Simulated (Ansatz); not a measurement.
The calculation's input:

```
crystal:
  lattice:
    - [1.9430151755, 1.1218003346, 6.4308101003]
    - [-1.9430151755, 1.1218003346, 6.4308101003]
    - [0.0, -2.2436006692, 6.4308101003]
  atoms:
    - { symbol: Ga, position: [0.435372, 0.435372, 0.435372] }
    - { symbol: Ga, position: [0.564628, 0.564628, 0.564628] }
    - { symbol: P, position: [0.057389, 0.057389, 0.057389] }
    - { symbol: P, position: [0.942611, 0.942611, 0.942611] }
basis:
  ecutwfc: 420
kpoints:
  mp_grid: { grid: [12, 12, 12] }
hamiltonian:
  xc: lda
scf:
  occupations: { method: gaussian, width: 0.05 }
output:
  forces: true
  stress: true
  eigenvalues: true
  write_density: true
  write_potential: true
  elf: true
  volumetric_format: npy
```

Run with:

```sh
ansatz run input.yaml --threads 1 --pin off --max-ram 2560MiB --backend cpu --events-out ev --progress --plain --runs-dir out
```

Below, planes, directions and counts refer to the conventional cell (a = 3.89 Å, b = 3.89 Å, c = 19.29 Å, α = 90.00°, β = 90.00°, γ = 120.00°).

Space group R-3m; a structure from a database of computed crystals, not necessarily the ambient phase; computed pressure about −5 GPa in this cell.

All numbers below come from DFT LDA, scalar-relativistic, plane waves, PAW (Ansatz 0.2.0).

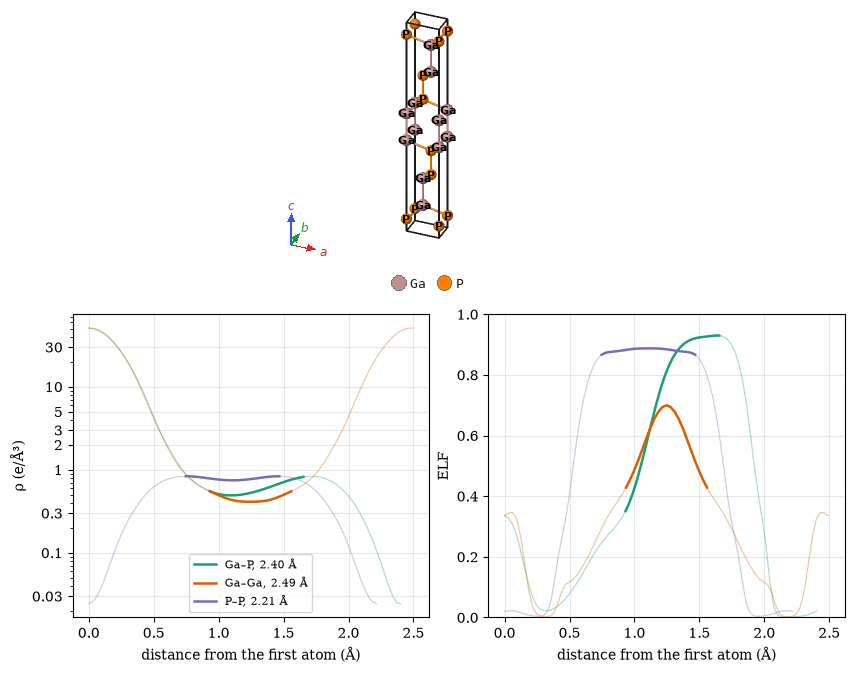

GaP. Valence charge density (pseudo) and electron localisation function along straight lines between neighbouring atoms. Thin, pale parts lie inside the atomic spheres. The structure is drawn too.

The density is the valence pseudo-density of a PAW calculation; it isn't the true density close to the nuclei.

> What can be read from the curves?

Ga–P (2.40 Å): ρ at the midpoint is about 0.51 e/Å³; the ELF peaks at about 0.95 in the valence shell of P, 0.8 Å from its nucleus, and is about 0.75 at the midpoint.
Ga–Ga (2.49 Å): the density is about 0.41 e/Å³ at the midpoint; the ELF peaks at about 0.70 between the atoms.
P–P (2.21 Å): ρ at the midpoint is about 0.75 e/Å³; the ELF peaks at about 0.90 between the atoms, as expected for a shared electron pair.
